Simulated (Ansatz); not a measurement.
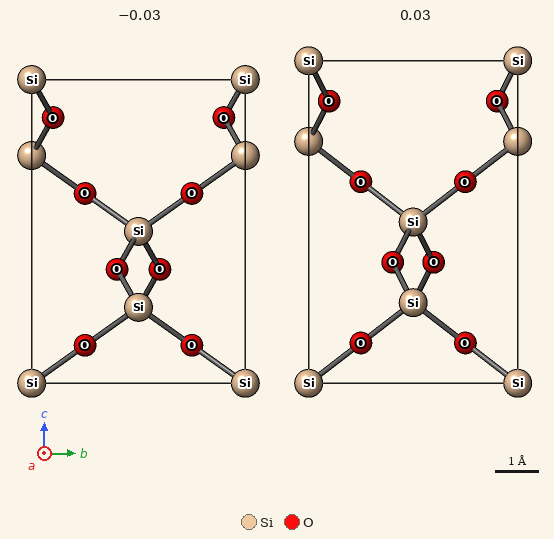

A crystal of SiO₂ (set up in I-42d), under uniaxial strain along c (a, b and atoms relaxed), with energies (extrapolated to zero smearing) counted from the relaxed crystal, which is the row at zero. The picture shows the first and the last member. A ball-and-stick model of the cell of the calculation, seen along the a axis.

Computed with Ansatz 0.2.0: DFT r2SCAN, scalar-relativistic, plane waves, PAW. Settings: plane-wave cutoff 500 eV; k-point mesh 6 × 6 × 4; occupations gaussian; smearing width 0.02 eV; no spin polarisation; force threshold 0.008 eV/Å.

```json
{"strain": "−0.03", "energy (meV/atom)": "3.13", "a (Å)": "4.994", "c (Å)": "7.098", "band gap (eV)": "6.61"}
{"strain": "−0.015", "energy (meV/atom)": "?", "a (Å)": "?", "c (Å)": "?", "band gap (eV)": "?"}
{"strain": "0.0", "energy (meV/atom)": "0.00", "a (Å)": "4.949", "c (Å)": "7.318", "band gap (eV)": "6.55"}
{"strain": "0.015", "energy (meV/atom)": "0.93", "a (Å)": "4.917", "c (Å)": "7.428", "band gap (eV)": "6.52"}
{"strain": "0.03", "energy (meV/atom)": "3.66", "a (Å)": "4.885", "c (Å)": "7.537", "band gap (eV)": "6.48"}
```

**One row is withheld. What does the calculation give there?**

A parabola through three neighbouring rows (−0.03, 0.0, 0.015) gives, with Lagrange weights, (0.3333)(3.13) + (1.0000)(0.00) + (−0.3333)(0.93) = 0.73 meV/atom. The calculation gives 0.78 meV/atom (a = 4.980 Å, c = 7.208 Å). The estimate is 0.05 meV/atom too low. For the gap a parabola through the rows −0.03, 0.0, 0.015 gives 6.58 eV, and the calculation 6.57 eV (semilocal gaps, lower than measured ones as a rule).

The whole series:

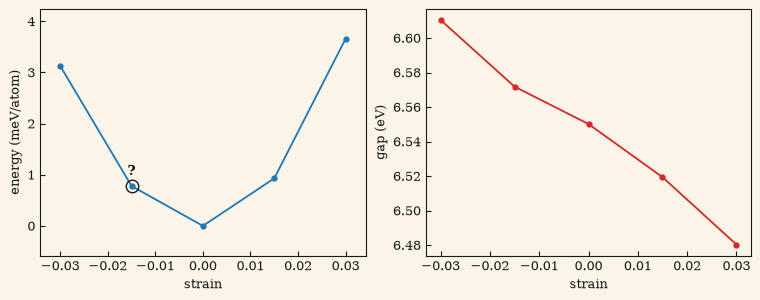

Each member starts from this one structure; whether another phase lies lower wasn't checked.
